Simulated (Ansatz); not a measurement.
## Electronic structure of PtS2 in real space

```yaml
crystal:
  lattice:
    - [0.00000, -6.13700, 0.00000]
    - [-3.54320, 0.00000, 0.00000]
    - [0.00000, 0.00000, -5.03880]
  atoms:
    - { symbol: Pt, position: [0.50000, 0.50000, 0.00000] }
    - { symbol: Pt, position: [0.00000, 0.00000, 0.00000] }
    - { symbol: S, position: [0.65037, 0.00000, 0.75000] }
    - { symbol: S, position: [0.15037, 0.50000, 0.75000] }
    - { symbol: S, position: [0.83333, 0.50000, 0.25000] }
    - { symbol: S, position: [0.33333, 0.00000, 0.25000] }
```

Space group Cm; changed on purpose from its base cell (atom 2 (S) moved by (+0.000, +0.100) A along x and y); not relaxed (largest force 0.8 eV/Å); computed pressure about 3 GPa in this cell.

Level of theory: DFT PBE, scalar-relativistic, plane waves, PAW in Ansatz 0.2.0.

Core electrons are frozen (PAW), and the valence fields are smoothed inside the atomic spheres.

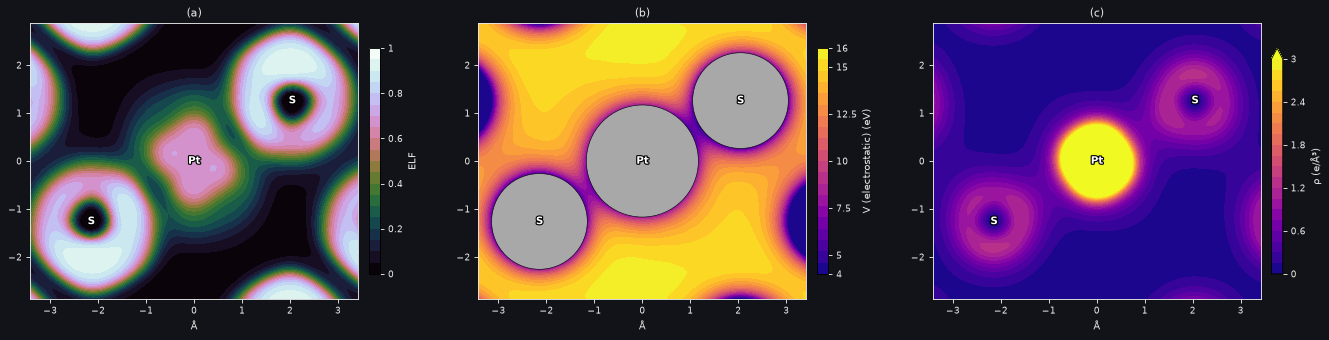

Figure 1. (a) electron localisation function; (b) electrostatic potential energy of an electron; (c) valence pseudo-density on the (010) plane of the conventional cell. Grey discs cover the atomic cores in the potential map.

Describe what can be read from this map.

The section cuts through Pt and S sites. Pt–S (2.40 Å): the density is about 0.66 e/Å³ at the midpoint; the ELF peaks at about 0.85 in the valence shell of S, 0.8 Å from its nucleus, and is about 0.45 at the midpoint. Pt–S (2.49 Å): ρ is about 0.56 e/Å³ halfway; the ELF peaks at about 0.90 in the valence shell of S, 0.8 Å from its nucleus, and is about 0.45 at the midpoint. Between the atoms the lowest density in this plane is 0.02 e/Å³. The features right at Pt lie inside the PAW spheres, where the map follows smoothed inner orbitals and isn't to be read closely. Outside the cores the potential energy rises away from the atoms and is highest about 2.2 Å from the nearest atoms; its zero is arbitrary.

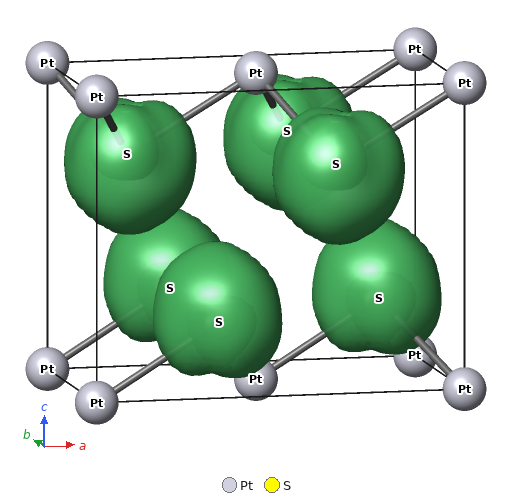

Figure 2. Isosurface of the electron localisation function at 0.7 (green), seen at an oblique angle. Core shells and regions of very low density are left out. Sticks mark near contacts.

Where are the electrons localised?

At this value the surface marks out four regions wrapped around S (the valence shell of each), counted in one cell of 6 atoms. Any copies at cell faces, edges or corners count once. Along the contacts the grid gives the following. Pt–S (2.36 Å): the ELF peaks at about 0.85 in the valence shell of S, 0.8 Å from its nucleus, and is about 0.45 at the midpoint.

Metal or insulator at this level of theory?

It is gapped, with a Kohn–Sham gap of 0.46 eV on the k-point mesh (the band edges may lie off the mesh, which would make the gap smaller).
